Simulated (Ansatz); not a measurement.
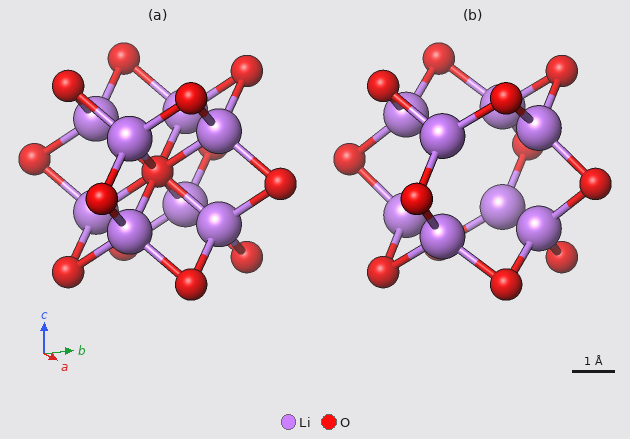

Left: perfect Li₂O. Right: the same region with one point defect, after relaxing the atoms in a supercell of 24 sites. The picture is a ball-and-stick view of the atoms within 3.3 Å of one point, seen slightly off an axis.

These are results of DFT, PBE, plane-wave PAW, default files, scalar-relativistic (Ansatz), not measurements. (plane-wave cutoff 420 eV; k-point mesh 4 × 4 × 4; occupations fermi dirac; smearing width 0.01 eV; collinear spin) A uniform background neutralises the charged cell. The axes drawn are those of the host's conventional cell.

Q: Which defect is it?

A: An oxygen atom is taken out (a vacancy).

The charge state of the cell is +1.

Q: What does the relaxation do around it?

A: Around the empty O site the host had 8 Li at 2.00 Å; after relaxation the nearest atoms are 8 Li at 2.15 Å. Of the host's atoms, a lithium atom moves furthest from its site, by 0.16 Å. The cell's net moment is 1.00 μB. Relaxing the atoms from the host's sites lowers the energy by 0.84 eV.

Limits of the set-up: the periodic images lie only 6.5 Å apart, so the values are limited by the cell's size; the cell is charged, on a uniform background, and energies carry no finite-size correction.
